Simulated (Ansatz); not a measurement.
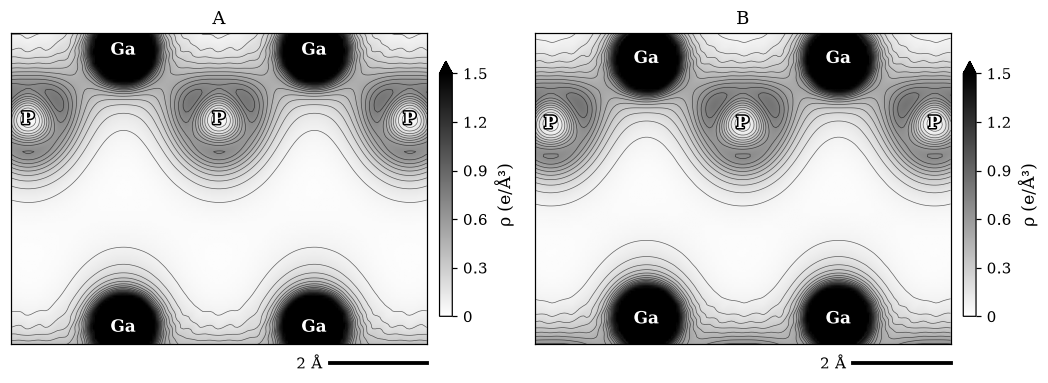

GaP. The valence charge density (pseudo) of two cells that differ in size and shape, on the (11̄0) plane of each (indices in the axes of the calculation cell), at one length scale and on one colour scale: A has 22.0 Å³ an atom and B 20.9.

All numbers below come from Ansatz 0.2.0, DFT PBE, scalar-relativistic, plane waves, PAW.

In a PAW calculation such maps are meaningful between the atoms, not at the nuclei.

Q: What does the compression do to the bonding and the properties?

A: From the larger cell to the smaller, Ga–P goes from 2.43 to 2.39 Å, and the density at its midpoint from 0.5 to 0.53 e/Å³; the pressure goes from −3.5 to −0.1 GPa; the Kohn–Sham gap goes from 0.97 eV to 1.3 eV.
